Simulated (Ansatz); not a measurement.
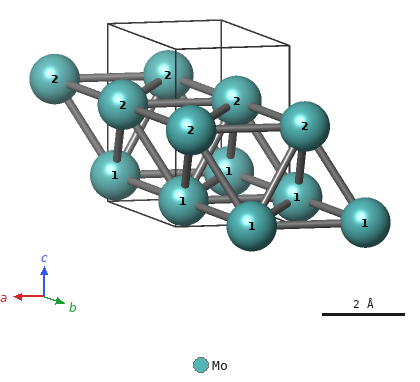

*The starting structure (ball-and-stick view of the cell of the calculation, repeated 2 × 3 × 1, seen at an oblique angle; atoms are numbered from 1 in the order of the input).*

Near neighbours in the crystal (not all of them lie inside the picture): Mo has 12 Mo at 2.79 to 2.81 Å.

# Mo: geometry relaxation (part 1 of 2)

- system: Mo (P6₃/mmc, 2 atoms in the cell)
- method: DFT, PBE, plane waves, PAW (Ansatz 0.2.0)

The structure was made by swapping elements on the sites of another compound; it need not be a known phase. The run did not end well. Figures and captions count atoms from 1; the log counts them from 0 in places.

**What the program printed**
```
Warning: crystal.symmetry: narrowed to the stabiliser of the k-point mesh — unitary ops 24 → 8; excluded 16 operations that carry a point of the 18×18×10 mesh (shift [0.5, 0.5, 0.5]) off the mesh (the run samples exactly the mesh kpoints.mp_grid names, as under crystal.symmetry.detect: false, and its converged state has the mesh's symmetry, not the crystal's; ε∞, the Born charges and the force constants of a linear response (`dielectric:` by the response, `phonons.method: dfpt`) are averaged over those of the crystal's operations that the state keeps within a tolerance, where `mesh_tensors`, `unaveraged_element` or `gamma_mean_max_change_ev_ang2` stands beside them; a row that `dielectric.field_direction` solves alone is averaged likewise, with nothing beside; a Γ-centred mesh of equal divisions is mapped onto itself by every operation and keeps the whole group, as does a half-shifted one under kpoints.further_shifts: images)
Engine: ansatz 0.2.0, x86_64-unknown-linux-gnu
Pseudopotentials: kind: paw
Pseudopotential: Mo, paw, valence charge 14, recommended cutoff 420 eV (normal), Mo.paw.azcp
Functional definition: PBE
  parameter kappa = 0.804
  parameter beta = 0.06672455060314922
  exchange = pbe_x(kappa = kappa, mu = beta*pi^2/3)
  correlation = pbe_c(beta = beta)
Crystal: 2 atoms, lattice volume = 31.139 Å³
Basis set: ecut = 420 eV, 603 PW (Γ), exchange–correlation on 40×40×64 points (8 copies of the dense FFT grid, shifted against one another)
Bands: 18, of which v1, the nominal top of the filled ones, is band 14 counted from 1 (13 counted from 0)
Symmetry: 8 space group operations
k-points: 450 of 3240
Non-local potential: Mo, projectors of the file, l = 0: 3, l = 1: 2, l = 2: 2, l = 3: 1
PAW form: soft (Blöchl's): semilocal exchange-correlation on the pseudo side does not see the compensation charge
PAW one-centre angular grid: Mo, 590 points (default); XC on 64 Gauss nodes
Initial density: superposition of atomic densities (neutral atoms: chi_scale 0, normalization atom), corrected by the library's trained network
Initial wavefunctions: pseudopotential atomic-orbital guess
Functional: x = pbe(κ = 0.804, μ = 0.2195149727645171), c = pbe(β = 0.06672455060314922)
SCF iter   1: F=—  HF=-9911.090937 eV  |F-HF|=—  |Δ(HF+E_count)|=         —  Δρ=8.66e-3  dr2=1.89e-2  ethr=1.77e-3  ⟨swp⟩=4.6  Hψ=30136  notcnv=0
preconditioner: auto → none  [metal: Δε(μ)=0.001 eV  Ē_g=4.469 eV  σ=0.100 eV  W_gap=0.00  n_scr=8 (ndim 8)  ℏωp=23.1 eV  f_vac=0.000  D(μ)=3.24/eV (n_scr^D=36)]
SCF iter   2: F=—  HF=-9911.089482 eV  |F-HF|=—  |Δ(HF+E_count)|=   1.46e-3  Δρ=4.90e-3  dr2=7.61e-3  ethr=6.75e-5  ⟨swp⟩=3.2  Hψ=22476  notcnv=0
iter 3 solved again at ethr=1.59e-7 eV; its pass at ethr=2.72e-5 eV (dr2=4.44e-5 eV) is discarded
SCF iter   3: F=—  HF=-9911.086321 eV  |F-HF|=—  |Δ(HF+E_count)|=   3.16e-3  Δρ=4.14e-4  dr2=4.61e-5  ethr=1.59e-7  ⟨swp⟩=3.3  Hψ=31666  notcnv=0
SCF iter   4: F=—  HF=-9911.086303 eV  |F-HF|=—  |Δ(HF+E_count)|=   1.79e-5  Δρ=1.92e-5  dr2=1.18e-7  ethr=1.59e-7  ⟨swp⟩=2.0  Hψ=14602  notcnv=0
SCF iter   5: F=-9911.086303 eV  HF=-9911.086303 eV  |F-HF|=1.91e-10  |Δ(HF+E_count)|=   1.68e-8  Δρ=1.58e-6  dr2=4.17e-10  ethr=4.22e-10  ⟨swp⟩=3.7  Hψ=18188  notcnv=0
SCF 1 converged in 5 iterations: F = -9911.086303 eV  dr2 = 4.17e-10
  Residual-converged pass: ⟨swp⟩=2.9  Hψ=15688  notcnv=0  max |occ|·‖R‖ = 6.6e-6 eV (tolerance 6.7e-6 eV)  dr2=4.31e-10  dr2_onsite=1.77e-11  max |Δocc| = 2.7e-9
  greatest PAW one-centre occupation: 0.998 electrons in one spin orbital (limit 2), on the Mo atom at site 1 (counted from 0), in its partial waves of l = 0
relax step   1: F+E_penalty+E_count = -9911.08630329 eV  Δ(F+E_penalty+E_count) = +0.000e0 eV  max|allowed force component| = 5.026e-3 eV/Å  Δτ_max = 0.0000 Å  P = +6.779 GPa  Ω = 31.139 Å³  (5 SCF iters, dr2 threshold 1.00e-7 eV, accepted)
Crystal: 2 atoms, lattice volume = 33.693 Å³
Basis set: ecut = 420 eV, 663 PW (Γ), exchange–correlation on 40×40×64 points (8 copies of the dense FFT grid, shifted against one another)
Initial density: handed on by an earlier stage of this run
Initial wavefunctions: those handed on with the density
iter 1 solved again at ethr=3.62e-5 eV; its pass at ethr=1.00e-1 eV (dr2=1.01e-2 eV) is discarded
SCF iter   1: F=—  HF=-9911.052059 eV  |F-HF|=—  |Δ(HF+E_count)|=         —  Δρ=4.96e-3  dr2=3.56e-3  ethr=3.62e-5  ⟨swp⟩=5.4  Hψ=49178  notcnv=0
preconditioner: auto → none  [metal: Δε(μ)=0.001 eV  Ē_g=4.093 eV  σ=0.100 eV  W_gap=0.01  n_scr=8 (ndim 8)  ℏωp=22.2 eV  f_vac=0.000  D(μ)=3.80/eV (n_scr^D=42)]
iter 2 solved again at ethr=2.21e-7 eV; its pass at ethr=1.27e-5 eV (dr2=6.19e-5 eV) is discarded
SCF iter   2: F=—  HF=-9911.052532 eV  |F-HF|=—  |Δ(HF+E_count)|=   4.72e-4  Δρ=4.62e-4  dr2=7.00e-5  ethr=2.21e-7  ⟨swp⟩=3.9  Hψ=32766  notcnv=0
SCF iter   3: F=—  HF=-9911.052506 eV  |F-HF|=—  |Δ(HF+E_count)|=   2.55e-5  Δρ=7.05e-5  dr2=1.52e-6  ethr=2.21e-7  ⟨swp⟩=2.9  Hψ=15505  notcnv=0
SCF iter   4: F=-9911.052506 eV  HF=-9911.052506 eV  |F-HF|=8.65e-9  |Δ(HF+E_count)|=   4.77e-7  Δρ=1.04e-5  dr2=1.69e-8  ethr=5.42e-9  ⟨swp⟩=3.1  Hψ=17726  notcnv=0
SCF 2 converged in 4 iterations: F = -9911.052506 eV  dr2 = 1.69e-8
  Residual-converged pass: ⟨swp⟩=3.2  Hψ=19278  notcnv=0  max |occ|·‖R‖ = 9.4e-6 eV (tolerance 9.4e-6 eV)  dr2=1.63e-8  dr2_onsite=6.56e-10  max |Δocc| = 3.4e-8
relax step   2: F+E_penalty+E_count = -9911.05250552 eV  Δ(F+E_penalty+E_count) = +3.380e-2 eV  max|allowed force component| = 4.265e-3 eV/Å  Δτ_max = 0.0011 Å  P = -10.856 GPa  Ω = 33.693 Å³  energy of the carried Pulay correction = -6.583e-4 eV  (4 SCF iters, dr2 threshold 2.00e-7 eV, rejected (line search))
Crystal: 2 atoms, lattice volume = 32.020 Å³
Basis set: ecut = 420 eV, 627 PW (Γ), exchange–correlation on 40×40×64 points (8 copies of the dense FFT grid, shifted against one another)
iter 1 solved again at ethr=7.41e-6 eV; its pass at ethr=1.00e-1 eV (dr2=2.07e-3 eV) is discarded
SCF iter   1: F=—  HF=-9911.110377 eV  |F-HF|=—  |Δ(HF+E_count)|=         —  Δρ=2.37e-3  dr2=6.77e-4  ethr=7.41e-6  ⟨swp⟩=4.6  Hψ=48723  notcnv=0
preconditioner: auto → none  [metal: Δε(μ)=0.003 eV  Ē_g=4.352 eV  σ=0.100 eV  W_gap=0.02  n_scr=8 (ndim 8)  ℏωp=22.7 eV  f_vac=0.000  D(μ)=3.51/eV (n_scr^D=42)]
iter 2 solved again at ethr=5.21e-8 eV; its pass at ethr=2.42e-6 eV (dr2=1.46e-5 eV) is discarded
SCF iter   2: F=—  HF=-9911.110748 eV  |F-HF|=—  |Δ(HF+E_count)|=   3.71e-4  Δρ=2.51e-4  dr2=1.85e-5  ethr=5.21e-8  ⟨swp⟩=4.0  Hψ=32726  notcnv=0
eigensolver tolerance schedule calibrated: the retry pair's looser diagonalisation under-reported the residual by θ = 0.21 (0.13/decade); ethr = c·dr2/N_el runs at the constant in force after the calibration composes with the one it found (an armed cap, an earlier calibration), c = 6.1e-2
SCF iter   3: F=—  HF=-9911.110741 eV  |F-HF|=—  |Δ(HF+E_count)|=   6.68e-6  Δρ=5.59e-5  dr2=7.02e-7  ethr=4.05e-8  ⟨swp⟩=3.0  Hψ=20072  notcnv=0
SCF iter   4: F=—  HF=-9911.110741 eV  |F-HF|=—  |Δ(HF+E_count)|=   2.50e-7  Δρ=3.84e-6  dr2=4.18e-9  ethr=1.53e-9  ⟨swp⟩=2.4  Hψ=14847  notcnv=0
SCF iter   5: F=—  HF=-9911.110741 eV  |F-HF|=—  |Δ(HF+E_count)|=   1.00e-9  Δρ=3.93e-7  dr2=4.77e-11  ethr=9.13e-12  ⟨swp⟩=4.0  Hψ=18272  notcnv=0
SCF iter   6: F=-9911.110741 eV  HF=-9911.110741 eV  |F-HF|=5.46e-12  |Δ(HF+E_count)|=  1.09e-11  Δρ=1.12e-7  dr2=3.80e-12  ethr=1.00e-12  ⟨swp⟩=2.4  Hψ=14860  notcnv=0
SCF 3 converged in 6 iterations: F = -9911.110741 eV  dr2 = 3.80e-12
  Residual-converged pass: ⟨swp⟩=3.1  Hψ=19620  notcnv=0  max |occ|·‖R‖ = 1.9e-7 eV (tolerance 1.9e-7 eV)  dr2=4.11e-12  dr2_onsite=3.18e-13  max |Δocc| = 5.1e-9
relax step   3: F+E_penalty+E_count = -9911.11074111 eV  Δ(F+E_penalty+E_count) = -2.444e-2 eV  max|allowed force component| = 4.097e-3 eV/Å  Δτ_max = 0.0007 Å  P = -0.005 GPa  Ω = 32.020 Å³  energy of the carried Pulay correction = -2.326e-4 eV  (6 SCF iters, accepted)
Crystal: 2 atoms, lattice volume = 32.375 Å³
iter 1 solved again at ethr=1.36e-5 eV; its pass at ethr=1.00e-1 eV (dr2=3.80e-3 eV) is discarded
SCF iter   1: F=—  HF=-9911.126189 eV  |F-HF|=—  |Δ(HF+E_count)|=         —  Δρ=4.62e-3  dr2=3.48e-3  ethr=1.36e-5  ⟨swp⟩=5.7  Hψ=46858  notcnv=0
preconditioner: auto → none  [metal: Δε(μ)=0.000 eV  Ē_g=4.302 eV  σ=0.100 eV  W_gap=0.00  n_scr=8 (ndim 8)  ℏωp=22.6 eV  f_vac=0.000  D(μ)=3.46/eV (n_scr^D=36)]
iter 2 solved again at ethr=5.31e-7 eV; its pass at ethr=1.24e-5 eV (dr2=1.49e-4 eV) is discarded
SCF iter   2: F=—  HF=-9911.125403 eV  |F-HF|=—  |Δ(HF+E_count)|=   7.86e-4  Δρ=6.80e-4  dr2=1.52e-4  ethr=5.31e-7  ⟨swp⟩=2.8  Hψ=31476  notcnv=0
SCF iter   3: F=—  HF=-9911.125341 eV  |F-HF|=—  |Δ(HF+E_count)|=   6.17e-5  Δρ=1.15e-4  dr2=4.29e-6  ethr=5.31e-7  ⟨swp⟩=2.6  Hψ=15007  notcnv=0
SCF iter   4: F=-9911.125340 eV  HF=-9911.125340 eV  |F-HF|=1.36e-8  |Δ(HF+E_count)|=   1.55e-6  Δρ=8.51e-6  dr2=2.12e-8  ethr=1.53e-8  ⟨swp⟩=2.6  Hψ=15001  notcnv=0
the search or the solves at the SCF's close seem to have found levels that the self-consistency loop had missed (the run counts 1). By its estimate they hold under 1e-12 electrons; where the run keeps them, the occupations were computed again with them
SCF 4 converged in 4 iterations: F = -9911.125340 eV  dr2 = 2.12e-8
  Residual-converged pass: ⟨swp⟩=3.7  Hψ=21534  notcnv=0  max |occ|·‖R‖ = 9.4e-6 eV (tolerance 9.4e-6 eV)  dr2=2.31e-8  dr2_onsite=1.13e-9  max |Δocc| = 1.6e-7
relax step   4: F+E_penalty+E_count = -9911.12533970 eV  Δ(F+E_penalty+E_count) = -1.460e-2 eV  max|allowed force component| = 7.920e-3 eV/Å  Δτ_max = 0.0007 Å  P = -2.261 GPa  Ω = 32.375 Å³  energy of the carried Pulay correction = -3.237e-4 eV  (4 SCF iters, dr2 threshold 2.00e-7 eV, accepted)
Crystal: 2 atoms, lattice volume = 32.698 Å³
Basis set: ecut = 420 eV, 657 PW (Γ), exchange–correlation on 40×40×64 points (8 copies of the dense FFT grid, shifted against one another)
iter 1 solved again at ethr=5.52e-5 eV; its pass at ethr=1.00e-1 eV (dr2=1.54e-2 eV) is discarded
SCF iter   1: F=—  HF=-9911.167735 eV  |F-HF|=—  |Δ(HF+E_count)|=         —  Δρ=9.08e-3  dr2=1.51e-2  ethr=5.52e-5  ⟨swp⟩=5.9  Hψ=47374  notcnv=0
preconditioner: auto → Kerker (q_TF=auto, 2.659 Å⁻¹)  [metal: Δε(μ)=0.001 eV  Ē_g=4.283 eV  σ=0.100 eV  W_gap=0.01  n_scr=10 (ndim 8)  ℏωp=22.5 eV  f_vac=0.000  D(μ)=2.66/eV (n_scr^D=34)]
iter 2 solved again at ethr=1.79e-6 eV; its pass at ethr=5.39e-5 eV (dr2=5.00e-4 eV) is discarded
SCF iter   2: F=—  HF=-9911.163983 eV  |F-HF|=—  |Δ(HF+E_count)|=   3.75e-3  Δρ=1.22e-3  dr2=5.10e-4  ethr=1.79e-6  ⟨swp⟩=3.0  Hψ=31507  notcnv=0
SCF iter   3: F=—  HF=-9911.163776 eV  |F-HF|=—  |Δ(HF+E_count)|=   2.07e-4  Δρ=1.45e-4  dr2=7.37e-6  ethr=1.79e-6  ⟨swp⟩=2.0  Hψ=14613  notcnv=0
SCF iter   4: F=-9911.163774 eV  HF=-9911.163774 eV  |F-HF|=1.34e-8  |Δ(HF+E_count)|=   2.19e-6  Δρ=1.05e-5  dr2=2.62e-8  ethr=2.63e-8  ⟨swp⟩=3.2  Hψ=15950  notcnv=0
the search or the solves at the SCF's close seem to have found levels that the self-consistency loop had missed (the run counts 3). By its estimate they hold under 1e-12 electrons; where the run keeps them, the occupations were computed again with them
SCF 5 converged in 4 iterations: F = -9911.163774 eV  dr2 = 2.62e-8
  Residual-converged pass: ⟨swp⟩=4.0  Hψ=22170  notcnv=0  max |occ|·‖R‖ = 9.4e-6 eV (tolerance 9.4e-6 eV)  dr2=2.70e-8  dr2_onsite=7.99e-10  max |Δocc| = 1.6e-7
relax step   5: F+E_penalty+E_count = -9911.16377375 eV  Δ(F+E_penalty+E_count) = -3.843e-2 eV  max|allowed force component| = 8.257e-3 eV/Å  Δτ_max = 0.0040 Å  P = -3.740 GPa  Ω = 32.698 Å³  energy of the carried Pulay correction = -4.039e-4 eV  (4 SCF iters, dr2 threshold 2.00e-7 eV, accepted)
Crystal: 2 atoms, lattice volume = 32.330 Å³
Basis set: ecut = 420 eV, 659 PW (Γ), exchange–correlation on 40×40×64 points (8 copies of the dense FFT grid, shifted against one another)
iter 1 solved again at ethr=2.71e-5 eV; its pass at ethr=1.00e-1 eV (dr2=7.59e-3 eV) is discarded
SCF iter   1: F=—  HF=-9911.168040 eV  |F-HF|=—  |Δ(HF+E_count)|=         —  Δρ=5.70e-3  dr2=7.58e-3  ethr=2.71e-5  ⟨swp⟩=6.0  Hψ=47522  notcnv=0
preconditioner: auto → Kerker (q_TF=auto, 2.664 Å⁻¹)  [metal: Δε(μ)=0.005 eV  Ē_g=4.367 eV  σ=0.100 eV  W_gap=0.03  n_scr=10 (ndim 8)  ℏωp=22.6 eV  f_vac=0.000  D(μ)=2.59/eV (n_scr^D=36)]
iter 2 solved again at ethr=1.05e-6 eV; its pass at ethr=2.71e-5 eV (dr2=2.93e-4 eV) is discarded
SCF iter   2: F=—  HF=-9911.165995 eV  |F-HF|=—  |Δ(HF+E_count)|=   2.04e-3  Δρ=9.12e-4  dr2=2.96e-4  ethr=1.05e-6  ⟨swp⟩=2.7  Hψ=32097  notcnv=0
SCF iter   3: F=—  HF=-9911.165877 eV  |F-HF|=—  |Δ(HF+E_count)|=   1.19e-4  Δρ=7.40e-5  dr2=1.71e-6  ethr=1.05e-6  ⟨swp⟩=2.0  Hψ=14576  notcnv=0
SCF iter   4: F=-9911.165876 eV  HF=-9911.165876 eV  |F-HF|=4.57e-9  |Δ(HF+E_count)|=   2.91e-7  Δρ=6.24e-6  dr2=8.32e-9  ethr=6.10e-9  ⟨swp⟩=3.4  Hψ=16995  notcnv=0
SCF 6 converged in 4 iterations: F = -9911.165876 eV  dr2 = 8.32e-9
  Residual-converged pass: ⟨swp⟩=3.4  Hψ=21101  notcnv=0  max |occ|·‖R‖ = 9.4e-6 eV (tolerance 9.4e-6 eV)  dr2=8.70e-9  dr2_onsite=6.65e-10  max |Δocc| = 3.8e-8
relax step   6: F+E_penalty+E_count = -9911.16587649 eV  Δ(F+E_penalty+E_count) = -2.103e-3 eV  max|allowed force component| = 2.519e-3 eV/Å  Δτ_max = 0.0066 Å  P = -0.133 GPa  Ω = 32.330 Å³  energy of the carried Pulay correction = -3.074e-4 eV  (4 SCF iters, dr2 threshold 2.00e-7 eV, accepted)
Crystal: 2 atoms, lattice volume = 32.208 Å³
Basis set: ecut = 420 eV, 647 PW (Γ), exchange–correlation on 40×40×64 points (8 copies of the dense FFT grid, shifted against one another)
iter 1 solved again at ethr=1.02e-5 eV; its pass at ethr=1.00e-1 eV (dr2=2.85e-3 eV) is discarded
SCF iter   1: F=—  HF=-9911.174223 eV  |F-HF|=—  |Δ(HF+E_count)|=         —  Δρ=3.51e-3  dr2=2.83e-3  ethr=1.02e-5  ⟨swp⟩=6.0  Hψ=47821  notcnv=0
preconditioner: auto → Kerker (q_TF=auto, 2.665 Å⁻¹)  [metal: Δε(μ)=0.004 eV  Ē_g=4.366 eV  σ=0.100 eV  W_gap=0.02  n_scr=10 (ndim 8)  ℏωp=22.7 eV  f_vac=0.000  D(μ)=2.48/eV (n_scr^D=34)]
iter 2 solved again at ethr=3.61e-7 eV; its pass at ethr=1.01e-5 eV (dr2=1.01e-4 eV) is discarded
SCF iter   2: F=—  HF=-9911.173421 eV  |F-HF|=—  |Δ(HF+E_count)|=   8.02e-4  Δρ=5.36e-4  dr2=1.03e-4  ethr=3.61e-7  ⟨swp⟩=2.9  Hψ=32161  notcnv=0
SCF iter   3: F=—  HF=-9911.173380 eV  |F-HF|=—  |Δ(HF+E_count)|=   4.09e-5  Δρ=3.72e-5  dr2=4.49e-7  ethr=3.61e-7  ⟨swp⟩=2.0  Hψ=14583  notcnv=0
SCF iter   4: F=-9911.173380 eV  HF=-9911.173380 eV  |F-HF|=1.71e-9  |Δ(HF+E_count)|=   5.94e-8  Δρ=3.51e-6  dr2=3.01e-9  ethr=1.61e-9  ⟨swp⟩=3.7  Hψ=17469  notcnv=0
SCF 7 converged in 4 iterations: F = -9911.173380 eV  dr2 = 3.01e-9
  Residual-converged pass: ⟨swp⟩=3.1  Hψ=17539  notcnv=0  max |occ|·‖R‖ = 9.4e-6 eV (tolerance 9.4e-6 eV)  dr2=2.97e-9  dr2_onsite=1.30e-10  max |Δocc| = 1.0e-8
relax step   7: F+E_penalty+E_count = -9911.17338043 eV  Δ(F+E_penalty+E_count) = -7.504e-3 eV  max|allowed force component| = 1.354e-2 eV/Å  Δτ_max = 0.0001 Å  P = +0.046 GPa  Ω = 32.208 Å³  energy of the carried Pulay correction = -2.771e-4 eV  (4 SCF iters, dr2 threshold 2.00e-7 eV, accepted)
Crystal: 2 atoms, lattice volume = 32.214 Å³
iter 1 solved again at ethr=1.23e-6 eV; its pass at ethr=1.00e-1 eV (dr2=3.45e-4 eV) is discarded
SCF iter   1: F=—  HF=-9911.174425 eV  |F-HF|=—  |Δ(HF+E_count)|=         —  Δρ=1.38e-3  dr2=3.63e-4  ethr=1.23e-6  ⟨swp⟩=5.5  Hψ=44967  notcnv=0
preconditioner: auto → Kerker (q_TF=auto, 2.665 Å⁻¹)  [metal: Δε(μ)=0.007 eV  Ē_g=4.366 eV  σ=0.100 eV  W_gap=0.04  n_scr=10 (ndim 8)  ℏωp=22.7 eV  f_vac=0.000  D(μ)=2.43/eV (n_scr^D=34)]
iter 2 solved again at ethr=1.02e-7 eV; its pass at ethr=1.23e-6 eV (dr2=2.87e-5 eV) is discarded
SCF iter   2: F=—  HF=-9911.174349 eV  |F-HF|=—  |Δ(HF+E_count)|=   7.53e-5  Δρ=2.97e-4  dr2=2.85e-5  ethr=1.02e-7  ⟨swp⟩=2.0  Hψ=33397  notcnv=0
SCF iter   3: F=—  HF=-9911.174336 eV  |F-HF|=—  |Δ(HF+E_count)|=   1.31e-5  Δρ=1.98e-5  dr2=8.82e-8  ethr=1.02e-7  ⟨swp⟩=2.0  Hψ=14581  notcnv=0
SCF iter   4: F=-9911.174336 eV  HF=-9911.174336 eV  |F-HF|=2.09e-10  |Δ(HF+E_count)|=   1.77e-8  Δρ=1.67e-6  dr2=4.40e-10  ethr=3.15e-10  ⟨swp⟩=3.3  Hψ=18467  notcnv=0
SCF 8 converged in 4 iterations: F = -9911.174336 eV  dr2 = 4.40e-10
  Residual-converged pass: ⟨swp⟩=2.7  Hψ=15054  notcnv=0  max |occ|·‖R‖ = 9.4e-6 eV (tolerance 9.4e-6 eV)  dr2=4.22e-10  dr2_onsite=3.28e-11  max |Δocc| = 2.2e-9
relax step   8: F+E_penalty+E_count = -9911.17433626 eV  Δ(F+E_penalty+E_count) = -9.558e-4 eV  max|allowed force component| = 2.877e-2 eV/Å  Δτ_max = 0.0067 Å  P = +0.026 GPa  Ω = 32.214 Å³  energy of the carried Pulay correction = -2.787e-4 eV  (4 SCF iters, dr2 threshold 2.00e-7 eV, accepted)
```
